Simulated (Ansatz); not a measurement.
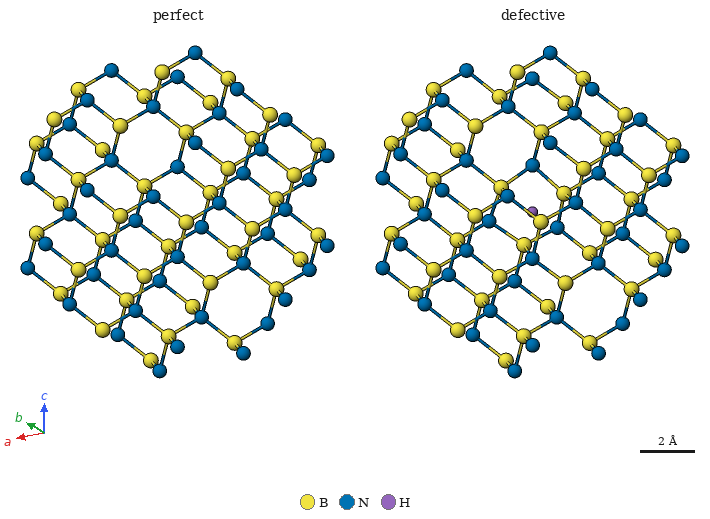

Left: perfect BN. Right: the same region with one point defect, after relaxing the atoms in a supercell of 64 sites. The picture is a ball-and-stick view of the atoms within 6.0 Å of one point, in a slice 4.2 Å thick across the line of sight, seen from a free direction.

Level of theory: DFT, PBEsol, PAW, plane waves in Ansatz 0.2.0. Set-up: plane-wave cutoff 420 eV; k-point mesh 1 × 1 × 1; mesh shifted by (0.25, 0.25, 0.25); no spin polarisation. Fermi-Dirac smearing of 0.01 eV. A uniform background neutralises the charged cell. The axes drawn are those of the host's conventional cell.

Which defect is it?

An extra hydrogen atom is put between the host's atoms (an interstitial).

The charge state of the cell is −1.

What does the relaxation do around it?

The H atom starts with 4 B at 1.56 Å, 6 N at 1.80 to 1.81 Å around its place and ends with 4 B at 1.47 to 1.49 Å. Of the host's atoms, a boron atom moves furthest from its site, by 0.08 Å.

Limits of the set-up: the periodic images lie only 7.2 Å apart, so the values are limited by the cell's size; the cell is charged, on a uniform background, and energies carry no finite-size correction.
